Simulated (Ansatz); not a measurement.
TiSi$_{2}$

```xyz
6
Lattice="2.9714 0.0000 0.0000 0.0000 3.4098 0.0000 0.0000 0.0000 8.4095" Properties=species:S:1:pos:R:3 pbc="T T T"
Ti    0.0000    0.0000    0.0000
Ti    1.4857    1.7049    4.2047
Si    0.0000    0.0000    2.7721
Si    1.4857    1.7049    6.9769
Si    0.0000    0.0000    5.6374
Si    1.4857    1.7049    1.4326
```

Space group Immm; a structure from a database of computed crystals, not necessarily the ambient phase; computed without spin polarisation.

Level of theory: Ansatz, DFT PBE, scalar-relativistic, plane waves, PAW.

The density is the valence pseudo-density of a PAW calculation; it isn't the true density close to the nuclei.

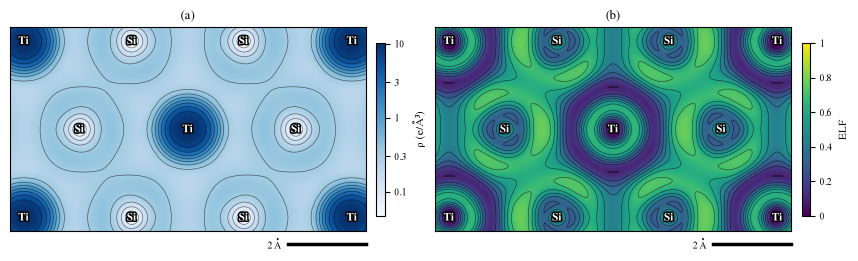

Figure 1. (a) valence electron density; (b) electron localisation function on the (110) plane of the conventional cell.

Question: Interpret the plot.

Answer: The section cuts through Ti and Si sites.
Ti–Si (2.68 Å): the density is about 0.27 e/Å³ at the midpoint; the ELF peaks at about 0.75 in the valence shell of Si, 0.9 Å from its nucleus, and is about 0.35 at the midpoint.
Ti–Si (2.77 Å): ρ is about 0.27 e/Å³ halfway; the ELF peaks at about 0.80 in the valence shell of Si, 0.9 Å from its nucleus, and is about 0.45 at the midpoint.
Between the atoms the lowest density in this plane is 0.21 e/Å³.
The features right at Ti lie inside the PAW spheres, where the map follows smoothed inner orbitals and isn't to be read closely.

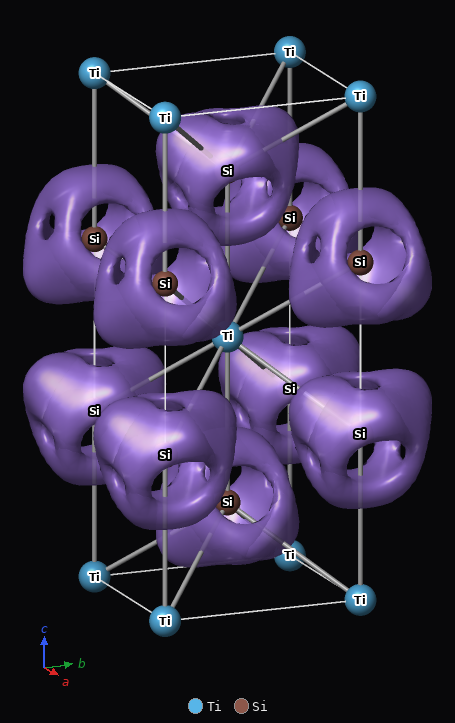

Figure 2. Isosurface of the ELF at 0.65 (purple), seen slightly off an axis. Core shells and regions of very low density are left out. Sticks mark near contacts.

Question: Identify the bonds, lone pairs and shells in this picture.

Answer: The surface consists of four regions wrapped around Si (the valence shell of each), counted in one cell of 6 atoms. Any copies at cell faces, edges or corners count once.

Question: Metal or insulator at this level of theory?

Answer: It is metallic or semimetallic at this level of theory: no gap opens.
